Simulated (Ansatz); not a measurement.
# Geometry relaxation of Si

Si (Fd-3m, 2 atoms in the cell), computed with DFT PBE, scalar-relativistic, plane waves, PAW, no spin polarisation (Ansatz 0.2.0).

The structure derives from a Materials Project entry. Figures and captions count atoms from 1; the log counts them from 0 in places.

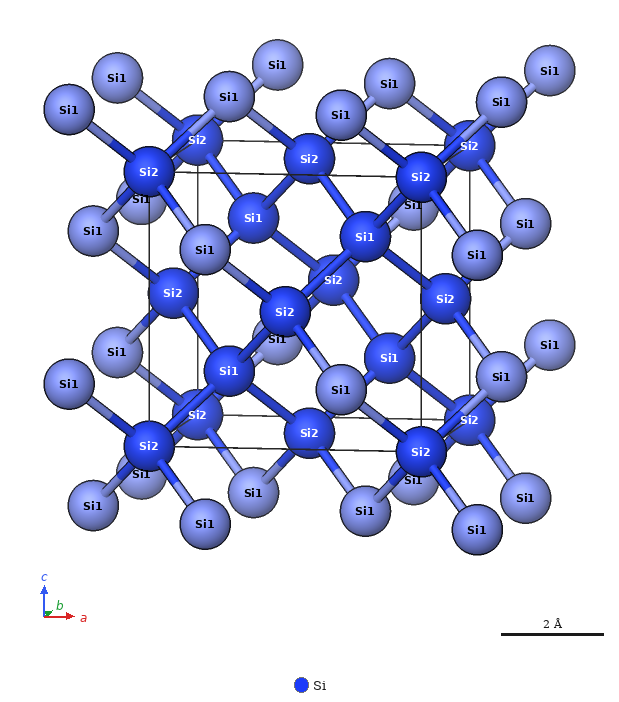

Figure 1. The structure as given in the input (ball-and-stick view of the cell 4 times as large as that of the calculation, set on its symmetry axes, seen slightly off an axis; neighbours outside the cell are drawn fainter; atoms are numbered from 1 in the order of the input). Near neighbours in the crystal (not all of them lie inside the picture): Si has 4 Si at 2.36 Å.

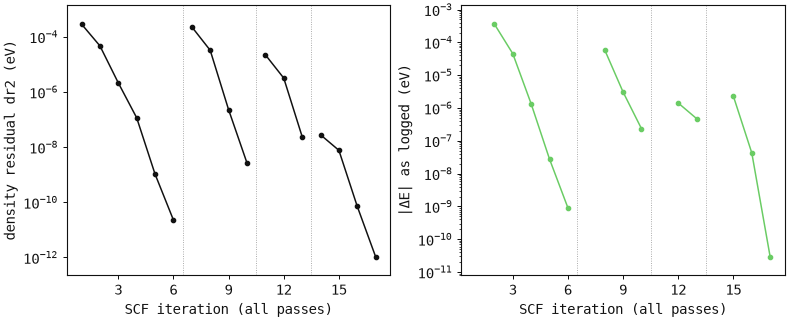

Figure 2. Convergence of the self-consistent field: density residual dr2 and size of the energy change against the SCF iteration. The dotted lines part the SCF passes of the relaxation: geometry steps, rejected trials and re-solves on a re-selected basis. The passes take 6, 4, 3 and 4 iterations.

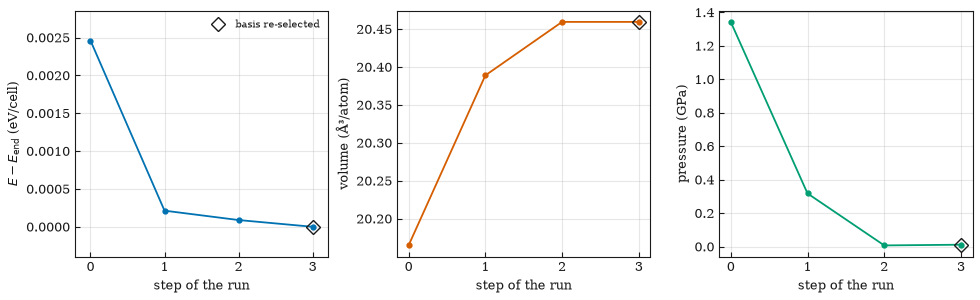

Figure 3. Progress of the relaxation, step by step (the first geometry is step 0 here and step 1 in the log). The atoms keep their places relative to the cell (all moves are under 0.005 Å). The volume changes by +1.5 %, with a = b = c 5.444 → 5.470 Å (+0.5 %). Distances before and after: Si1–Si2 2.357 → 2.369 Å. The space group stays Fd-3m (No. 227). After 2 geometry steps the energy has fallen by 2.4 meV per cell of the calculation. All forces vanish by symmetry, so only the cell relaxes. Pressure: 1.34 GPa at the start and 0.01 GPa at the end. A last SCF at the same geometry on a re-selected plane-wave basis shifts the energy by −0.1 meV per cell of the calculation. (Atoms are counted from 1 in the order of the input.)

The input that produced these results follows, with the program's output.

## Input
```yaml
crystal:
  lattice:
    - [0.0, 2.7218511865, 2.7218511865]
    - [2.7218511865, 0.0, 2.7218511865]
    - [2.7218511865, 2.7218511865, 0.0]
  atoms:
    - { symbol: Si, position: [0.25, 0.25, 0.25] }
    - { symbol: Si, position: [0.0, 0.0, 0.0] }
basis:
  ecutwfc: 420
kpoints:
  mp_grid: { grid: [8, 8, 8] }
hamiltonian:
  xc: pbe
scf:
  occupations: { method: gaussian, width: 0.02 }
output:
  forces: true
  stress: true
  eigenvalues: true
relax:
  adjacent_minimum: "off"
  f_tol: 0.005
  max_steps: 80
  cell: { stress_tol: 0.05 }
```

Command:
```bash
ansatz run input.yaml --threads 4 --pin off --max-ram 8192MiB --backend cpu --events-out ev --progress --plain --runs-dir out
```

## Output
```
Engine: ansatz 0.2.0, x86_64-unknown-linux-gnu
Pseudopotentials: kind: paw
Pseudopotential: Si, paw, valence charge 4, recommended cutoff 420 eV (normal), Si.paw.azcp
Functional definition: PBE
  parameter kappa = 0.804
  parameter beta = 0.06672455060314922
  exchange = pbe_x(kappa = kappa, mu = beta*pi^2/3)
  correlation = pbe_c(beta = beta)
Crystal: 2 atoms, lattice volume = 40.330 Å³
Basis set: ecut = 420 eV, 749 PW (Γ), exchange–correlation on 54×54×54 points (8 copies of the dense FFT grid, shifted against one another)
Bands: 8, of which v1, the nominal top of the filled ones, is band 4 counted from 1 (3 counted from 0)
Symmetry: 48 space group operations
Space group: Fd-3m (ITA 227), of the structure as read, at distance tolerance 3.4e-5 Å
k-points: 29 of 512
Non-local potential: Si, projectors of the file, l = 0: 2, l = 1: 2, l = 2: 2
PAW form: soft (Blöchl's): semilocal exchange-correlation on the pseudo side does not see the compensation charge
PAW one-centre angular grid: Si, 110 points (default); XC on 64 Gauss nodes
Initial density: superposition of atomic densities (neutral atoms: chi_scale 0, normalization atom), corrected by the library's trained network
Initial wavefunctions: pseudopotential atomic-orbital guess
Functional: x = pbe(κ = 0.804, μ = 0.2195149727645171), c = pbe(β = 0.06672455060314922)
SCF iter   1: F=—  HF=-1271.613627 eV  |F-HF|=—  |Δ(HF+E_count)|=         —  Δρ=1.14e-3  dr2=2.89e-4  ethr=1.77e-3  ⟨swp⟩=6.3  Hψ=2091  notcnv=0
preconditioner: auto → none  [insulator: Δε(μ)=0.625 eV  Ē_g=9.448 eV  σ=0.020 eV  W_gap=1.00  n_scr=8 (ndim 8)  ℏωp=16.5 eV  f_vac=0.000  D(μ)=0.00/eV (n_scr^D=0)  ε∞_Penn≈4.1]
SCF iter   2: F=—  HF=-1271.613989 eV  |F-HF|=—  |Δ(HF+E_count)|=   3.62e-4  Δρ=4.77e-4  dr2=4.70e-5  ethr=3.62e-6  ⟨swp⟩=2.0  Hψ=604  notcnv=0
SCF iter   3: F=—  HF=-1271.614035 eV  |F-HF|=—  |Δ(HF+E_count)|=   4.54e-5  Δρ=9.17e-5  dr2=2.14e-6  ethr=5.87e-7  ⟨swp⟩=2.1  Hψ=348  notcnv=0
SCF iter   4: F=—  HF=-1271.614036 eV  |F-HF|=—  |Δ(HF+E_count)|=   1.34e-6  Δρ=1.95e-5  dr2=1.16e-7  ethr=2.68e-8  ⟨swp⟩=2.0  Hψ=348  notcnv=0
iter 5 did not close the SCF: its close was put off for the readings that it lacked (scf_convergence_deferred on its scf_iter line)
SCF iter   5: F=-1271.614036 eV  HF=-1271.614036 eV  |F-HF|=7.77e-10  |Δ(HF+E_count)|=   2.76e-8  Δρ=2.39e-6  dr2=1.05e-9  ethr=1.45e-9  ⟨swp⟩=2.0  Hψ=348  notcnv=0
SCF iter   6: F=-1271.614036 eV  HF=-1271.614036 eV  |F-HF|=3.41e-12  |Δ(HF+E_count)|=  9.03e-10  Δρ=2.98e-7  dr2=2.27e-11  ethr=1.32e-11  ⟨swp⟩=1.0  Hψ=713  notcnv=0
SCF 1 converged in 6 iterations: F = -1271.614036 eV  dr2 = 2.27e-11
  greatest PAW one-centre occupation: 0.633 electrons in one spin orbital (limit 2), on the Si atom at site 1 (counted from 0), in its partial waves of l = 0
relax step   1: F+E_penalty+E_count = -1271.61403627 eV  Δ(F+E_penalty+E_count) = +0.000e0 eV  max|allowed force component| = 2.776e-17 eV/Å  Δτ_max = 0.0000 Å  P = +1.343 GPa  Ω = 40.330 Å³  (6 SCF iters, dr2 threshold 1.00e-7 eV, accepted)
Crystal: 2 atoms, lattice volume = 40.778 Å³
Basis set: ecut = 420 eV, 821 PW (Γ), exchange–correlation on 54×54×54 points (8 copies of the dense FFT grid, shifted against one another)
Initial density: handed on by an earlier stage of this run
Initial wavefunctions: those handed on with the density
iter 1 solved again at ethr=2.78e-6 eV; its pass at ethr=3.10e-3 eV (dr2=2.22e-4 eV) is discarded
SCF iter   1: F=—  HF=-1271.616346 eV  |F-HF|=—  |Δ(HF+E_count)|=         —  Δρ=6.31e-4  dr2=2.29e-4  ethr=2.78e-6  ⟨swp⟩=2.6  Hψ=2147  notcnv=0
preconditioner: auto → none  [insulator: Δε(μ)=0.638 eV  Ē_g=9.393 eV  σ=0.020 eV  W_gap=1.00  n_scr=8 (ndim 8)  ℏωp=16.4 eV  f_vac=0.000  D(μ)=0.00/eV (n_scr^D=0)  ε∞_Penn≈4.1]
SCF iter   2: F=—  HF=-1271.616287 eV  |F-HF|=—  |Δ(HF+E_count)|=   5.92e-5  Δρ=2.52e-4  dr2=3.24e-5  ethr=2.78e-6  ⟨swp⟩=1.2  Hψ=250  notcnv=0
SCF iter   3: F=—  HF=-1271.616284 eV  |F-HF|=—  |Δ(HF+E_count)|=   3.07e-6  Δρ=2.76e-5  dr2=2.28e-7  ethr=4.05e-7  ⟨swp⟩=2.1  Hψ=348  notcnv=0
SCF iter   4: F=-1271.616284 eV  HF=-1271.616284 eV  |F-HF|=5.89e-9  |Δ(HF+E_count)|=   2.35e-7  Δρ=2.94e-6  dr2=2.67e-9  ethr=2.50e-9  ⟨swp⟩=5.0  Hψ=1224  notcnv=0
SCF 2 converged in 4 iterations: F = -1271.616284 eV  dr2 = 2.67e-9
relax step   2: F+E_penalty+E_count = -1271.61628412 eV  Δ(F+E_penalty+E_count) = -2.248e-3 eV  max|allowed force component| = 3.469e-17 eV/Å  Δτ_max = 0.0000 Å  P = +0.318 GPa  Ω = 40.778 Å³  energy of the carried Pulay correction = -6.220e-5 eV  (4 SCF iters, dr2 threshold 2.00e-7 eV, accepted)
Crystal: 2 atoms, lattice volume = 40.919 Å³
iter 1 solved again at ethr=2.69e-7 eV; its pass at ethr=3.10e-3 eV (dr2=2.15e-5 eV) is discarded
SCF iter   1: F=—  HF=-1271.616410 eV  |F-HF|=—  |Δ(HF+E_count)|=         —  Δρ=1.96e-4  dr2=2.23e-5  ethr=2.69e-7  ⟨swp⟩=2.2  Hψ=2107  notcnv=0
preconditioner: auto → none  [insulator: Δε(μ)=0.647 eV  Ē_g=9.377 eV  σ=0.020 eV  W_gap=1.00  n_scr=8 (ndim 8)  ℏωp=16.4 eV  f_vac=0.000  D(μ)=0.00/eV (n_scr^D=0)  ε∞_Penn≈4.1]
SCF iter   2: F=—  HF=-1271.616408 eV  |F-HF|=—  |Δ(HF+E_count)|=   1.42e-6  Δρ=7.85e-5  dr2=3.18e-6  ethr=2.69e-7  ⟨swp⟩=1.4  Hψ=265  notcnv=0
SCF iter   3: F=-1271.616408 eV  HF=-1271.616408 eV  |F-HF|=2.21e-8  |Δ(HF+E_count)|=   4.75e-7  Δρ=9.01e-6  dr2=2.42e-8  ethr=2.50e-9  ⟨swp⟩=3.1  Hψ=985  notcnv=0
SCF 3 converged in 3 iterations: F = -1271.616408 eV  dr2 = 2.42e-8
relax step   3: F+E_penalty+E_count = -1271.61640766 eV  Δ(F+E_penalty+E_count) = -1.235e-4 eV  max|allowed force component| = 1.249e-16 eV/Å  Δτ_max = 0.0000 Å  P = +0.007 GPa  Ω = 40.919 Å³  energy of the carried Pulay correction = -8.164e-5 eV  (3 SCF iters, dr2 threshold 2.00e-7 eV, accepted)
Initial wavefunctions: pseudopotential atomic-orbital guess (no wavefunctions were taken with the density)
iter 1 solved again at ethr=1.03e-7 eV; its pass at ethr=3.10e-3 eV (dr2=8.23e-6 eV) is discarded
SCF iter   1: F=—  HF=-1271.616494 eV  |F-HF|=—  |Δ(HF+E_count)|=         —  Δρ=1.32e-5  dr2=2.80e-8  ethr=1.03e-7  ⟨swp⟩=3.0  Hψ=2805  notcnv=0
preconditioner: auto → none  [insulator: Δε(μ)=0.649 eV  Ē_g=9.378 eV  σ=0.020 eV  W_gap=1.00  n_scr=8 (ndim 8)  ℏωp=16.4 eV  f_vac=0.000  D(μ)=0.00/eV (n_scr^D=0)  ε∞_Penn≈4.1]
SCF iter   2: F=—  HF=-1271.616497 eV  |F-HF|=—  |Δ(HF+E_count)|=   2.29e-6  Δρ=6.80e-6  dr2=7.65e-9  ethr=3.50e-10  ⟨swp⟩=2.2  Hψ=346  notcnv=0
SCF iter   3: F=—  HF=-1271.616497 eV  |F-HF|=—  |Δ(HF+E_count)|=   4.30e-8  Δρ=3.88e-7  dr2=7.07e-11  ethr=9.56e-11  ⟨swp⟩=2.2  Hψ=345  notcnv=0
SCF iter   4: F=-1271.616497 eV  HF=-1271.616497 eV  |F-HF|=5.46e-12  |Δ(HF+E_count)|=  2.91e-11  Δρ=8.30e-8  dr2=1.05e-12  ethr=1.00e-12  ⟨swp⟩=5.9  Hψ=915  notcnv=0
SCF 4 converged in 4 iterations: F = -1271.616497 eV  dr2 = 1.05e-12
relax step   4: F+E_penalty+E_count = -1271.61649663 eV  Δ(F+E_penalty+E_count) = -8.897e-5 eV  max|allowed force component| = 9.252e-17 eV/Å  Δτ_max = 0.0000 Å  P = +0.012 GPa  Ω = 40.919 Å³  stress off target by 1.15e-2 GPa  SCF on the basis re-selected at this cell (its energy is not comparable with the rows above)  (4 SCF iters)
basis re-selected at this cell: Δ(F+E_penalty+E_count) = -8.897e-5 eV, ΔP = +0.004 GPa vs the last step (what re-selecting the basis moved, of the pressure what is left beyond the Pulay correction that the steps carried, after the strain that the cell walked since its last selection, with what the two solves' SCF thresholds leave and, on support functions, any second-order correction that the steps lacked; it is no measure of the basis error at this ecutwfc). This SCF's stress stands 1.15e-2 GPa from its target on what of the cell is left free (relax.cell.stress_tol is 5.00e-2 GPa) and its largest allowed force component is 9.25e-17 eV/Å (relax.f_tol is 5.00e-3 eV/Å): within both
SCF converged after 4 iterations
Free energy (F): -1271.616497 eV
Harris-Foulkes:  -1271.616497 eV  (|F-HF|=5.46e-12)
Internal energy: -1271.616497 eV  (E = F + TS)
E sigma→0 (E₀):  -1271.616497 eV
Fermi energy:    6.329240 eV
--- Per-component energies (eV) ---
  E_band       = 8.031167
  E_kinetic    = 80.156526
  E_local      = -56.161359  (includes V_loc(G=0)·N_el)
  E_nonlocal   = 51.743673
  E_hartree    = 15.187322
  E_xc         = -110.122673
  E_vxc        = -93.154806  (∫ρ·V_xc dr)
  E_paw        = -1025.533991  (= ΣΔE_a)
  E_vpaw       = -4.927528  (= ΣTr[D̂ρ^β])
  E_aug_tail   = 0.000013  (compensation charges beyond the density's cutoff)
  E_ewald      = -226.886008
  E_smearing   = -0.000000  (= −TS)
  E_closure    = 0.000000  (closes the sum)
  Σ components = -1271.616497   (vs F -1271.616497, Δ=0.00e0)
--- Forces (eV/Å), atoms counted from 1 ---
  atom   1  Si     0.00000000    -0.00000000     0.00000000
  atom   2  Si    -0.00000000    -0.00000000    -0.00000000
  max |Σ_I F_I| component: 2.54e-17 eV/Å
--- Stress (GPa, compression-positive) ---
        0.011549      -0.000000      -0.000000
       -0.000000       0.011549      -0.000000
       -0.000000       0.000000       0.011549
  P = ⅓ Tr σ = 0.0115 GPa (0.115 kbar)
--- Band table (eV; the first three rows and the last of 29) ---
  k-point 0: bands = ["-5.8086", "6.0052", "6.0052", "6.0052", "8.5564", "8.5564", "8.5564", "9.1216"]
  k-point 1: bands = ["-5.6083", "4.4126", "5.7223", "5.7223", "8.4404", "8.9720", "8.9720", "10.5251"]
  k-point 2: bands = ["-5.0242", "2.1175", "5.2593", "5.2593", "7.9566", "9.4903", "9.4903", "12.7442"]
  k-point 28: bands = ["-1.5884", "-1.5884", "2.2449", "2.2449", "10.2743", "10.2743", "10.9285", "10.9285"]
--- Relaxed structure (3 steps of the walk, 3 accepted, 1 SCFs on fresh bases) ---
  F+E_penalty+E_count = -1271.61649663 eV   max|allowed force component| = 9.252e-17 eV/Å   (the final SCF, on the basis selected at the relaxed cell)
  cell:  # Å, volume = 40.9189 Å³
    - [-1.329573639833693e-34, 2.7350468294850443, 2.7350468294850443]
    - [2.7350468294850443, 6.0587158078649124e-34, 2.7350468294850443]
    - [2.7350468294850443, 2.7350468294850443, 7.64305804934338e-35]
  atoms:
    - { symbol: Si, position: [0.25, 0.25, 0.25] }
    - { symbol: Si, position: [-5.1594441487014767e-36, 9.581824847588456e-36, 8.107697947959463e-36] }
```

## Trajectory as extended XYZ (Å, eV, eV/Å), 4 frames, from step=1 to step=4
```
2
Lattice="0.0000 2.7219 2.7219 2.7219 0.0000 2.7219 2.7219 2.7219 0.0000" Properties=species:S:1:pos:R:3:forces:R:3 step=1 energy=-1271.61404 pressure_GPa=1.34
Si    1.3609    1.3609    1.3609    0.0000   0.0000   0.0000
Si    0.0000    0.0000    0.0000    0.0000   0.0000   0.0000
2
Lattice="0.0000 2.7319 2.7319 2.7319 0.0000 2.7319 2.7319 2.7319 0.0000" Properties=species:S:1:pos:R:3:forces:R:3 step=2 energy=-1271.61628 pressure_GPa=0.32
Si    1.3659    1.3659    1.3659    0.0000   0.0000   0.0000
Si    0.0000    0.0000    0.0000    0.0000   0.0000   0.0000
2
Lattice="0.0000 2.7350 2.7350 2.7350 0.0000 2.7350 2.7350 2.7350 0.0000" Properties=species:S:1:pos:R:3:forces:R:3 step=3 energy=-1271.61641 pressure_GPa=0.01
Si    1.3675    1.3675    1.3675    0.0000   0.0000   0.0000
Si    0.0000    0.0000    0.0000    0.0000   0.0000   0.0000
2
Lattice="0.0000 2.7350 2.7350 2.7350 0.0000 2.7350 2.7350 2.7350 0.0000" Properties=species:S:1:pos:R:3:forces:R:3 step=4 energy=-1271.61650 pressure_GPa=0.01
Si    1.3675    1.3675    1.3675    0.0000   0.0000   0.0000
Si    0.0000    0.0000    0.0000    0.0000   0.0000   0.0000
```

## Summary

```csv
quantity,value
outcome,converged
space group (tolerance 0.01 Å),Fd-3m (227)
electrons treated,8
free energy,−1271.6165 eV
Fermi energy,6.329 eV
gap on the k-point mesh,0.65 eV
pressure,0.01 GPa
final volume,40.92 Å³
largest force (length of the vector) at the end,under 0.001 eV/Å
final cell,"a = 3.868 Å, b = 3.868 Å, c = 3.868 Å, α = 60.00°, β = 60.00°, γ = 60.00°"
hardware,"4 threads of AMD EPYC (Zen 4), 64 GiB of memory available, shared host"
wall time,0.99 s (CPU time 2.6 s)
peak memory,0.37 GiB
```
